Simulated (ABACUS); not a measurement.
**Run report: Sb, band-structure run (part 2 of 2)**

Sb (R-3m, 2 atoms in the cell); Kohn-Sham DFT of a periodic cell, TM, SG15 ONCV 1.2 PBE, no spin polarisation (ABACUS 3.10.1); cutoff 1278.93 eV, 5×5×5 k-mesh, fermi-dirac of 0.05 eV. The structure derives from an entry of the Crystallography Open Database.

Geometry of the input (Å; fractional positions):
```
4.5067  0.0000  0.0000
2.4472  3.7843  0.0000
2.4472  1.3318  3.5422
Sb 0.7665  0.7665  0.7665
Sb 0.2335  0.2335  0.2335
```

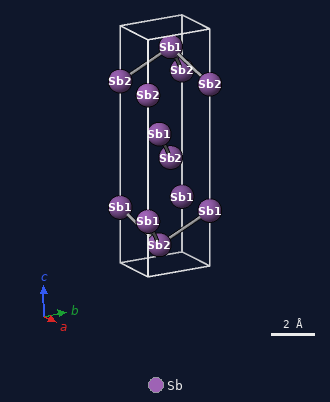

Fig. 1: The input geometry (ball-and-stick view of the cell 3 times as large as that of the calculation, set on its symmetry axes, seen slightly off an axis; atoms are numbered from 1 in the order of the input).

## Log, continued
```
----------------------------------------------------------
 E_KohnSham     -281.5675104384      -3830.9225136366
 E_Harris       -281.4472880589      -3829.2868042490
 E_Fermi        0.9137594556         12.4323351975
----------------------------------------------------------

 PW ALGORITHM --------------- ION=   1  ELEC=   2--------------------------------

 Density error is 0.00239975268219
                          Error Threshold = 6.05245944595e-05
----------------------------------------------------------
     Energy           Rydberg                 eV
----------------------------------------------------------
 E_KohnSham     -281.6363790985      -3831.8595198279
 E_Harris       -281.4385900950      -3829.1684623779
 E_Fermi        0.9143629218         12.4405457766
----------------------------------------------------------

 PW ALGORITHM --------------- ION=   1  ELEC=   3--------------------------------

 Density error is 0.000562330489831
                          Error Threshold = 7.99917560729e-06
----------------------------------------------------------
     Energy           Rydberg                 eV
----------------------------------------------------------
 E_KohnSham     -281.6472098160      -3832.0068792994
 E_Harris       -281.7587948118      -3833.5250710529
 E_Fermi        0.9127833465         12.4190545515
----------------------------------------------------------

 PW ALGORITHM --------------- ION=   1  ELEC=   4--------------------------------

 Density error is 7.85241577752e-05
                          Error Threshold = 1.8744349661e-06
----------------------------------------------------------
     Energy           Rydberg                 eV
----------------------------------------------------------
 E_KohnSham     -281.6474680766      -3832.0103931153
 E_Harris       -281.7084289267      -3832.8398080310
 E_Fermi        0.9106952704         12.3906448193
----------------------------------------------------------

 PW ALGORITHM --------------- ION=   1  ELEC=   5--------------------------------

 Density error is 2.83756806687e-06
                          Error Threshold = 2.61747192584e-07
----------------------------------------------------------
     Energy           Rydberg                 eV
----------------------------------------------------------
 E_KohnSham     -281.6475682479      -3832.0117560147
 E_Harris       -281.6518963309      -3832.0706426049
 E_Fermi        0.9100170727         12.3814174656
----------------------------------------------------------

 PW ALGORITHM --------------- ION=   1  ELEC=   6--------------------------------

 Density error is 8.15382349909e-08
                          Error Threshold = 9.45856022291e-09
----------------------------------------------------------
     Energy           Rydberg                 eV
----------------------------------------------------------
 E_KohnSham     -281.6475710275      -3832.0117938332
 E_Harris       -281.6452973844      -3831.9808593327
 E_Fermi        0.9100484367         12.3818441955
----------------------------------------------------------

 PW ALGORITHM --------------- ION=   1  ELEC=   7--------------------------------

 Density error is 8.36687947978e-09
                          Error Threshold = 2.71794116636e-10
----------------------------------------------------------
     Energy           Rydberg                 eV
----------------------------------------------------------
 E_KohnSham     -281.6475712030      -3832.0117962212
 E_KS(sigma->0) -281.6475244217      -3832.0111597290
 E_Harris       -281.6471453208      -3832.0060017965
 E_band         -19.7326694122       -268.4767407556
 E_one_elec     -90.4643589589       -1230.8307477587
 E_Hartree      55.8020002441        759.2251631165
 E_xc           -31.2761488492       -425.5338358449
 E_Ewald        -215.7089700763      -2934.8711027498
 E_entropy(-TS) -0.0000935626        -0.0012729843
 E_descf        0.0000000000         0.0000000000
 E_exx          0.0000000000         0.0000000000
 E_Fermi        0.9100577915         12.3819714737
----------------------------------------------------------

 charge density convergence is achieved
 final etot is -3832.0117962 eV
 EFERMI = 12.381971474 eV

 STATE ENERGY(eV) AND OCCUPATIONS    NSPIN == 1
 1/5 kpoint (Cartesian) = 0.0000 0.0000 0.0000 (6243 pws)
       1       -16.9925      0.0160000
       2       -16.9925      0.0160000
       3       -16.9091      0.0160000
       4       -16.9091      0.0160000
       5       -16.8783      0.0160000
       6       -16.7942      0.0160000
       7       -16.7942      0.0160000
       8       -16.7822      0.0160000
       9       -16.7071      0.0160000
      10       -16.7071      0.0160000
      11      -0.333998      0.0160000
      12        7.58098      0.0160000
      13        10.2653      0.0160000
      14        10.5381      0.0160000
      15        10.5381      0.0160000
      16        14.4143    3.56152e-20
      17        15.0310    1.56680e-25
      18        15.0310    1.56680e-25
      19        17.3434    1.28707e-45
      20        17.3434    1.28707e-45
      21        17.4703    1.01721e-46
      22        18.5697    2.87066e-56
      23        19.2960    1.41264e-62
      24        19.2960    1.41264e-62
      25        19.6959    4.74263e-66

 2/5 kpoint (Cartesian) = 0.044379 -0.028699 -0.019870 (6279 pws)
       1       -16.9777      0.0960000
       2       -16.9701      0.0960000
       3       -16.9017      0.0960000
       4       -16.8961      0.0960000
       5       -16.8690      0.0960000
       6       -16.8044      0.0960000
       7       -16.8011      0.0960000
       8       -16.7921      0.0960000
       9       -16.7292      0.0960000
      10       -16.7233      0.0960000
      11       0.103429      0.0960000
      12        5.99709      0.0960000
      13        10.3063      0.0960000
      14        10.4479      0.0960000
      15        11.0873      0.0960000
      16        13.9124    4.88564e-15
      17        14.0747    1.90323e-16
      18        14.1275    6.61841e-17
      19        16.7939    4.58256e-40
      20        17.4168    1.77887e-45
      21        17.8821    1.61739e-49
      22        21.1611    5.34237e-78
      23        21.5041    5.60271e-81
      24        21.6800    1.66057e-82
      25        22.1033    3.49692e-86

 3/5 kpoint (Cartesian) = 0.088757 -0.057397 -0.039740 (6281 pws)
       1       -16.9484      0.0960000
       2       -16.9150      0.0960000
       3       -16.8876      0.0960000
       4       -16.8646      0.0960000
       5       -16.8481      0.0960000
       6       -16.8301      0.0960000
       7       -16.8298      0.0960000
       8       -16.8076      0.0960000
       9       -16.7747      0.0960000
      10       -16.7560      0.0960000
      11        1.36716      0.0960000
      12        3.55285      0.0960000
      13        10.3816      0.0960000
      14        10.4361      0.0960000
      15        11.6909      0.0959999
      16        12.5801     0.00179147
      17        12.7103    0.000134838
      18        12.9880    5.22852e-07
      19        18.6015    9.12982e-56
      20        19.7293    1.45873e-65
      21        20.2627    3.39844e-70
      22        21.8504    5.50308e-84
      23        23.2446        0.00000
      24        23.8750        0.00000
      25        25.6234        0.00000

 4/5 kpoint (Cartesian) = 0.044379 0.024151 -0.039740 (6272 pws)
       1       -16.9904      0.0960000
       2       -16.9521      0.0960000
       3       -16.9060      0.0960000
       4       -16.8915      0.0960000
       5       -16.8660      0.0960000
       6       -16.8087      0.0960000
       7       -16.8032      0.0960000
       8       -16.7880      0.0960000
       9       -16.7498      0.0960000
      10       -16.7083      0.0960000
      11       0.215474      0.0960000
      12        6.06265      0.0960000
      13        9.37035      0.0960000
      14        9.72425      0.0960000
      15        11.2737      0.0960000
      16        13.5324    9.76895e-12
      17        14.5537    1.31384e-20
      18        15.7525    5.08776e-31
      19        16.5563    5.29871e-38
      20        18.5400    3.11845e-55
      21        18.8426    7.34010e-58
      22        20.0652    1.76347e-68
      23        20.1396    3.98539e-69
      24        21.3692    8.31970e-80
      25        24.4781        0.00000

 5/5 kpoint (Cartesian) = 0.088757 -0.0045478 -0.059610 (6269 pws)
       1       -16.9732       0.192000
       2       -16.9149       0.192000
       3       -16.8929       0.192000
       4       -16.8773       0.192000
       5       -16.8480       0.192000
       6       -16.8313       0.192000
       7       -16.8127       0.192000
       8       -16.8032       0.192000
       9       -16.7809       0.192000
      10       -16.7270       0.192000
      11        1.15335       0.192000
      12        4.43740       0.192000
      13        8.76333       0.192000
      14        9.37459       0.192000
      15        10.0956       0.192000
      16        14.7935    2.17262e-22
      17        14.8163    1.37671e-22
      18        15.2380    2.99562e-26
      19        16.1711    2.35086e-34
      20        20.2854    4.31395e-70
      21        21.0958    3.94121e-77
      22        21.6013    1.60329e-81
      23        22.5410        0.00000
      24        23.1111        0.00000
      25        24.5560        0.00000

------------------------------------------------------------------------------------------
 TOTAL-FORCE (eV/Angstrom)
------------------------------------------------------------------------------------------
                       Sb1         0.0275493523         0.0149923913         0.0103802659
                       Sb2        -0.0275493523        -0.0149923913        -0.0103802659
------------------------------------------------------------------------------------------

----------------------------------------------------------------
 TOTAL-STRESS (KBAR)
----------------------------------------------------------------
       -13.4748126795        -3.4652703933        -2.3992455376
        -3.4652703933        -8.9929901333        -1.3056723643
        -2.3992455376        -1.3056723643        -8.0111927063
----------------------------------------------------------------
 TOTAL-PRESSURE: -10.159665 KBAR

 --------------------------------------------
 !FINAL_ETOT_IS -3832.0117962211907070 eV
 --------------------------------------------
```

## Standard output
```
ABACUS v3.10.1

               Atomic-orbital Based Ab-initio Computation at UStc
Total thread number: 4,Local thread limit: 96

 dft_functional readin is: MGGA_X_TM+MGGA_C_TM
 dft_functional in pseudopot file is: PBE
 Please make sure this is what you need

%%%%%%%%%%%%%%%%%%%%%%%%%%%%%%%%%%%%%%%%%%%%%%%%%%%%%%%%%%%%%%%%%%%%%%%%%%%%%%%%%%%%%%%%%%%%%%%%%%%%%%%%%
 Warning: the number of valence electrons in pseudopotential > 5 for Sb: [Kr] 4d10 5s2 5p3
 Pseudopotentials with additional electrons can yield (more) accurate outcomes, but may be less efficient.
 If you're confident that your chosen pseudopotential is appropriate, you can safely ignore this warning.
%%%%%%%%%%%%%%%%%%%%%%%%%%%%%%%%%%%%%%%%%%%%%%%%%%%%%%%%%%%%%%%%%%%%%%%%%%%%%%%%%%%%%%%%%%%%%%%%%%%%%%%%%

 UNIFORM GRID DIM        : 54 * 54 * 54
 UNIFORM GRID DIM(BIG)   : 54 * 54 * 54
func,idMGGA_X_TM 540
func,idMGGA_C_TM 251
 ---------------------------------------------------------
 Self-consistent calculations for electrons
 ---------------------------------------------------------
 SPIN    KPOINTS         PROCESSORS  THREADS
 1       19              4           4
 ---------------------------------------------------------
 Use plane wave basis
 ---------------------------------------------------------
 ELEMENT NATOM       XC
 Sb      2
 ---------------------------------------------------------
 Initial plane wave basis and FFT box
 ---------------------------------------------------------
 -------------------------------------------
 SELF-CONSISTENT :
 -------------------------------------------
 START CHARGE      : atomic
 ITER       ETOT/eV          EDIFF/eV         DRHO         DKIN     TIME/s
 DA1     -3.83092251e+03   0.00000000e+00   1.8157e-02   5.2885e-01  28.82
 DA2     -3.83185952e+03  -9.37006191e-01   2.3998e-03   2.3884e-01   8.93
 DA3     -3.83200688e+03  -1.47359471e-01   5.6233e-04   1.3814e-02   8.23
 DA4     -3.83201039e+03  -3.51381588e-03   7.8524e-05   2.6543e-02  10.26
 DA5     -3.83201176e+03  -1.36289944e-03   2.8376e-06   2.1409e-03  10.62
 DA6     -3.83201179e+03  -3.78184768e-05   8.1538e-08   1.0202e-03  10.41
 DA7     -3.83201180e+03  -2.38798743e-06   8.3669e-09   1.0447e-03   8.65
----------------------------------------------------------------
 TOTAL-STRESS (KBAR)
----------------------------------------------------------------
       -13.4748126795        -3.4652703933        -2.3992455376
        -3.4652703933        -8.9929901333        -1.3056723643
        -2.3992455376        -1.3056723643        -8.0111927063
----------------------------------------------------------------
 TOTAL-PRESSURE: -10.159665 KBAR
```

## Summary

```tsv
quantity	value
outcome	converged
space group (tolerance 0.01 Å)	R-3m (166)
electrons treated	30
free energy	−3832.0118 eV
Fermi energy of the self-consistent step	12.382 eV
gap on the k-point mesh	0.38 eV
pressure	−1.02 GPa
largest force (length of the vector)	0.033 eV/Å
hardware	4 threads of Intel Xeon (Sapphire Rapids), 16 GiB of memory available, shared host
wall time	90 s (CPU time 5.9 min)
peak memory	0.6 GiB
```
